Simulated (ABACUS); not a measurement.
Run report: Ni, geometry relaxation (part 2 of 2)

The same run, continued: Ni (1 atom in the cell); Kohn-Sham DFT of a periodic cell, rPW86PBE, SG15 ONCV 1.2 PBE, spin-polarised (ABACUS 3.10.1); cutoff 1333.36 eV, 10×10×10 k-mesh, fermi-dirac of 0.05 eV, collinear spins. The structure derives from a Materials Project entry.

Geometry of the input (Å; fractional positions):
```
2.4573  0.0000  0.0000
1.2286  2.1281  0.0000
1.2286  0.7094  2.0064
Ni 0.0000  0.0000  0.0000
```

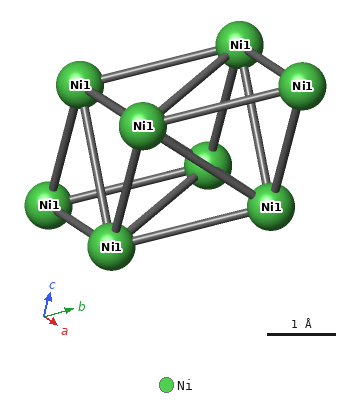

Figure 1. The geometry at step 2 of the log (ball-and-stick view of the cell of the calculation, seen slightly off an axis; atoms are numbered from 1 in the order of the input).

## Log, continued
```
 PW ALGORITHM --------------- ION=   1  ELEC=   2--------------------------------
          total magnetism (Bohr mag/cell) = 0.656988571475
       absolute magnetism (Bohr mag/cell) = 0.750183160122
                        nelec for spin up = 9.32849428574
                      nelec for spin down = 8.67150571426

 Density error is 0.00203664043394
                          Error Threshold = 5.1674932849e-05
----------------------------------------------------------
     Energy           Rydberg                 eV
----------------------------------------------------------
 E_KohnSham     -308.5872420231      -4198.5448216193
 E_Harris       -308.6793507147      -4199.7980246598
 E_Fermi        1.4023416510         19.0798369967
----------------------------------------------------------

 PW ALGORITHM --------------- ION=   1  ELEC=   3--------------------------------
          total magnetism (Bohr mag/cell) = 0.687617078056
       absolute magnetism (Bohr mag/cell) = 0.771444597285
                        nelec for spin up = 9.34380853903
                      nelec for spin down = 8.65619146097

 Density error is 0.000510605555248
                          Error Threshold = 1.13146690775e-05
----------------------------------------------------------
     Energy           Rydberg                 eV
----------------------------------------------------------
 E_KohnSham     -308.5871739959      -4198.5438960611
 E_Harris       -308.6347088606      -4199.1906410753
 E_Fermi        1.4040386604         19.1029259942
----------------------------------------------------------

 PW ALGORITHM --------------- ION=   1  ELEC=   4--------------------------------
          total magnetism (Bohr mag/cell) = 0.694047972973
       absolute magnetism (Bohr mag/cell) = 0.780505217788
                        nelec for spin up = 9.34702398649
                      nelec for spin down = 8.65297601351

 Density error is 4.92263880891e-05
                          Error Threshold = 2.83669752916e-06
----------------------------------------------------------
     Energy           Rydberg                 eV
----------------------------------------------------------
 E_KohnSham     -308.5872152778      -4198.5444577312
 E_Harris       -308.5393914574      -4197.8937812725
 E_Fermi        1.4043727387         19.1074713626
----------------------------------------------------------

 PW ALGORITHM --------------- ION=   1  ELEC=   5--------------------------------
          total magnetism (Bohr mag/cell) = 0.692600411612
       absolute magnetism (Bohr mag/cell) = 0.779111716742
                        nelec for spin up = 9.34630020581
                      nelec for spin down = 8.65369979419

 Density error is 2.13914096723e-06
                          Error Threshold = 2.73479933828e-07
----------------------------------------------------------
     Energy           Rydberg                 eV
----------------------------------------------------------
 E_KohnSham     -308.5872213888      -4198.5445408752
 E_Harris       -308.5734200521      -4198.3567640565
 E_Fermi        1.4050545849         19.1167483550
----------------------------------------------------------

 PW ALGORITHM --------------- ION=   1  ELEC=   6--------------------------------
          total magnetism (Bohr mag/cell) = 0.692996308821
       absolute magnetism (Bohr mag/cell) = 0.778416515069
                        nelec for spin up = 9.34649815441
                      nelec for spin down = 8.65350184559

 Density error is 4.47577495527e-07
                          Error Threshold = 1.18841164846e-08
----------------------------------------------------------
     Energy           Rydberg                 eV
----------------------------------------------------------
 E_KohnSham     -308.5872219893      -4198.5445490450
 E_Harris       -308.5907786905      -4198.5929404484
 E_Fermi        1.4052582775         19.1195197355
----------------------------------------------------------

 PW ALGORITHM --------------- ION=   1  ELEC=   7--------------------------------
          total magnetism (Bohr mag/cell) = 0.692613991489
       absolute magnetism (Bohr mag/cell) = 0.778387146007
                        nelec for spin up = 9.34630699574
                      nelec for spin down = 8.65369300426

 Density error is 1.16378068795e-07
                          Error Threshold = 2.48654164182e-09
----------------------------------------------------------
     Energy           Rydberg                 eV
----------------------------------------------------------
 E_KohnSham     -308.5872220969      -4198.5445505097
 E_Harris       -308.5894581789      -4198.5749739658
 E_Fermi        1.4051771712         19.1184162273
----------------------------------------------------------

 PW ALGORITHM --------------- ION=   1  ELEC=   8--------------------------------
          total magnetism (Bohr mag/cell) = 0.692769690459
       absolute magnetism (Bohr mag/cell) = 0.778525981942
                        nelec for spin up = 9.34638484523
                      nelec for spin down = 8.65361515477

 Density error is 6.9886723682e-09
                          Error Threshold = 6.4654482664e-10
----------------------------------------------------------
     Energy           Rydberg                 eV
----------------------------------------------------------
 E_KohnSham     -308.5872221190      -4198.5445508097
 E_KS(sigma->0) -308.5866750831      -4198.5371080052
 E_Harris       -308.5870172087      -4198.5417628620
 E_band         -19.5206215398       -265.5916814426
 E_one_elec     -134.5750850766      -1830.9879658768
 E_Hartree      77.3676173839        1052.6404371047
 E_xc           -30.5306598692       -415.3909379209
 E_Ewald        -220.8480004854      -3004.7911985078
 E_entropy(-TS) -0.0010940717        -0.0148856089
 E_descf        0.0000000000         0.0000000000
 E_exx          0.0000000000         0.0000000000
 E_Fermi        1.4051419677         19.1179372600
----------------------------------------------------------

 charge density convergence is achieved
 final etot is -4198.5445508 eV
 EFERMI = 19.11793726 eV

 STATE ENERGY(eV) AND OCCUPATIONS    NSPIN == 2
SPIN UP :
 1/12 kpoint (Cartesian) = 0.0000 0.0000 0.0000 (1243 pws)
       1       -84.3182     0.00100000
       2       -44.7355     0.00100000
       3       -44.7355     0.00100000
       4       -44.7355     0.00100000
       5        10.4662     0.00100000
       6        16.7098     0.00100000
       7        16.7098     0.00100000
       8        16.7098     0.00100000
       9        17.8559     0.00100000
      10        17.8559     0.00100000
      11        42.9593        0.00000
      12        46.3193        0.00000
      13        46.3193        0.00000
      14        46.3193        0.00000

 2/12 kpoint (Cartesian) = 0.039732 0.022939 0.016220 (1249 pws)
       1       -84.3155     0.00800000
       2       -44.7538     0.00800000
       3       -44.7382     0.00800000
       4       -44.7382     0.00800000
       5        10.8454     0.00800000
       6        16.6225     0.00800000
       7        16.7877     0.00800000
       8        16.7877     0.00800000
       9        17.8264     0.00800000
      10        17.8264     0.00800000
      11        40.8442        0.00000
      12        43.9921        0.00000
      13        45.4203        0.00000
      14        45.4203        0.00000

 3/12 kpoint (Cartesian) = 0.079463 0.045878 0.032441 (1254 pws)
       1       -84.3083     0.00800000
       2       -44.8017     0.00800000
       3       -44.7451     0.00800000
       4       -44.7451     0.00800000
       5        11.9198     0.00800000
       6        16.4553     0.00800000
       7        16.9203     0.00800000
       8        16.9203     0.00800000
       9        17.8321     0.00800000
      10        17.8321     0.00800000
      11        35.7772        0.00000
      12        43.3377        0.00000
      13        44.3404        0.00000
      14        44.3404        0.00000

 4/12 kpoint (Cartesian) = 0.11919 0.068817 0.048661 (1254 pws)
       1       -84.2995     0.00800000
       2       -44.8606     0.00800000
       3       -44.7537     0.00800000
       4       -44.7537     0.00800000
       5        13.3714     0.00800000
       6        16.5699     0.00800000
       7        16.9054     0.00800000
       8        16.9054     0.00800000
       9        18.0438     0.00800000
      10        18.0438     0.00800000
      11        30.8928        0.00000
      12        42.4849        0.00000
      13        43.6491        0.00000
      14        43.6491        0.00000

 5/12 kpoint (Cartesian) = 0.15893 0.091756 0.064881 (1251 pws)
       1       -84.2924     0.00800000
       2       -44.9079     0.00800000
       3       -44.7607     0.00800000
       4       -44.7607     0.00800000
       5        14.2904     0.00800000
       6        16.8004     0.00800000
       7        16.8004     0.00800000
       8        17.7566     0.00800000
       9        18.3308     0.00800000
      10        18.3308     0.00800000
      11        26.7160    8.08207e-69
      12        41.7157        0.00000
      13        43.3365        0.00000
      14        43.3365        0.00000

 6/12 kpoint (Cartesian) = 0.19866 0.11470 0.081102 (1224 pws)
       1       -84.2896     0.00400000
       2       -44.9260     0.00400000
       3       -44.7633     0.00400000
       4       -44.7633     0.00400000
       5        14.4628     0.00400000
       6        16.7502     0.00400000
       7        16.7502     0.00400000
       8        18.4563     0.00399999
       9        18.4563     0.00399999
      10        19.0525     0.00314889
      11        24.5452    2.89106e-50
      12        41.4186        0.00000
      13        43.2740        0.00000
      14        43.2740        0.00000

[... levels at 18 further k points ...]

------------------------------------------------------------------------------------------
 TOTAL-FORCE (eV/Angstrom)
------------------------------------------------------------------------------------------
                       Ni1         0.0000000000         0.0000000000         0.0000000000
------------------------------------------------------------------------------------------

----------------------------------------------------------------
 TOTAL-STRESS (KBAR)
----------------------------------------------------------------
         0.1965269013        -0.0000000000         0.0000000000
         0.0000000000         0.1965269013        -0.0000000000
         0.0000000000        -0.0000000000         0.1965269013
----------------------------------------------------------------
 TOTAL-PRESSURE: 0.196527 KBAR

 --------------------------------------------
 !FINAL_ETOT_IS -4198.5445508096654521 eV
 --------------------------------------------
```

## File opt.log
```
      Step          Energy          fmax
BFGS:    0    -4198.509515        1.003608
BFGS:    1    -4198.539064        0.378946
BFGS:    2    -4198.544490        0.036451
BFGS:    3    -4198.544551        0.001383
```

## Standard output
```
ABACUS v3.10.1

               Atomic-orbital Based Ab-initio Computation at UStc

 dft_functional readin is: GGA_X_RPW86+GGA_C_PBE
 dft_functional in pseudopot file is: PBE
 Please make sure this is what you need

%%%%%%%%%%%%%%%%%%%%%%%%%%%%%%%%%%%%%%%%%%%%%%%%%%%%%%%%%%%%%%%%%%%%%%%%%%%%%%%%%%%%%%%%%%%%%%%%%%%%%%%%%
 Warning: the number of valence electrons in pseudopotential > 10 for Ni: [Ar] 3d8 4s2
 Pseudopotentials with additional electrons can yield (more) accurate outcomes, but may be less efficient.
 If you're confident that your chosen pseudopotential is appropriate, you can safely ignore this warning.
%%%%%%%%%%%%%%%%%%%%%%%%%%%%%%%%%%%%%%%%%%%%%%%%%%%%%%%%%%%%%%%%%%%%%%%%%%%%%%%%%%%%%%%%%%%%%%%%%%%%%%%%%

 UNIFORM GRID DIM        : 30 * 30 * 30
 UNIFORM GRID DIM(BIG)   : 30 * 30 * 30
func,idGGA_X_RPW86 144
func,idGGA_C_PBE 130
 ---------------------------------------------------------
 Self-consistent calculations for electrons
 ---------------------------------------------------------
 SPIN    KPOINTS         PROCESSORS  THREADS
 2       94              4           4
 ---------------------------------------------------------
 Use plane wave basis
 ---------------------------------------------------------
 ELEMENT NATOM       XC
 Ni      1
 ---------------------------------------------------------
 Initial plane wave basis and FFT box
 ---------------------------------------------------------
 -------------------------------------------
 SELF-CONSISTENT :
 -------------------------------------------
 START CHARGE      : atomic
 ITER      TMAG       AMAG        ETOT/eV          EDIFF/eV         DRHO     TIME/s
 DA1      7.01e-01   7.27e-01  -4.19852009e+03   0.00000000e+00   9.3015e-03   1.92
 DA2      6.57e-01   7.50e-01  -4.19854482e+03  -2.47363232e-02   2.0366e-03   0.50
 DA3      6.88e-01   7.71e-01  -4.19854390e+03   9.25558190e-04   5.1061e-04   0.48
 DA4      6.94e-01   7.81e-01  -4.19854446e+03  -5.61670127e-04   4.9226e-05   0.49
 DA5      6.93e-01   7.79e-01  -4.19854454e+03  -8.31439859e-05   2.1391e-06   0.57
 DA6      6.93e-01   7.78e-01  -4.19854455e+03  -8.16978026e-06   4.4758e-07   0.56
 DA7      6.93e-01   7.78e-01  -4.19854455e+03  -1.46474710e-06   1.1638e-07   0.56
 DA8      6.93e-01   7.79e-01  -4.19854455e+03  -2.99919251e-07   6.9887e-09   0.56
----------------------------------------------------------------
 TOTAL-STRESS (KBAR)
----------------------------------------------------------------
         0.1965269013        -0.0000000000         0.0000000000
         0.0000000000         0.1965269013        -0.0000000000
         0.0000000000        -0.0000000000         0.1965269013
----------------------------------------------------------------
 TOTAL-PRESSURE: 0.196527 KBAR
```

## Trajectory as extended XYZ (Å, eV, eV/Å), 4 frames, from step=0 to step=3
```
1
Lattice="2.4573 0.0000 0.0000 1.2287 2.1281 0.0000 1.2287 0.7094 2.0064" Properties=species:S:1:pos:R:3:forces:R:3 step=0 energy=-4198.50952 pressure_GPa=15.33
Ni    0.0000    0.0000    0.0000    0.0000   0.0000   0.0000
1
Lattice="2.4928 0.0000 0.0000 1.2464 2.1588 0.0000 1.2464 0.7196 2.0354" Properties=species:S:1:pos:R:3:forces:R:3 step=1 energy=-4198.53906 pressure_GPa=5.54
Ni    0.0000    0.0000    0.0000    0.0000   0.0000   0.0000
1
Lattice="2.5146 -0.0000 -0.0000 1.2573 2.1777 -0.0000 1.2573 0.7259 2.0531" Properties=species:S:1:pos:R:3:forces:R:3 step=2 energy=-4198.54449 pressure_GPa=0.52
Ni    0.0000    0.0000    0.0000    0.0000   0.0000   0.0000
1
Lattice="2.5169 -0.0000 0.0000 1.2584 2.1797 -0.0000 1.2584 0.7266 2.0550" Properties=species:S:1:pos:R:3:forces:R:3 step=3 energy=-4198.54455 pressure_GPa=0.02
Ni    0.0000    0.0000    0.0000    0.0000   0.0000   0.0000
```

## Key numbers

```tsv
quantity	value
outcome	converged
space group (tolerance 0.01 Å)	Fm-3m (225)
electrons treated	18
free energy	−4198.5446 eV
Fermi energy	19.118 eV
gap on the k-point mesh	none (metallic)
net moment of the cell	0.69 μB
integrated absolute moment	0.78 μB
pressure	0.02 GPa
final volume	11.27 Å³
largest force (length of the vector) at the end	under 0.001 eV/Å
final cell	a = 2.517 Å, b = 2.517 Å, c = 2.517 Å, α = 60.00°, β = 60.00°, γ = 60.00°
hardware	4 threads of AMD EPYC (Zen 4), 16 GiB of memory available, shared host
wall time	26 s (CPU time 99 s)
peak memory	0.36 GiB
```
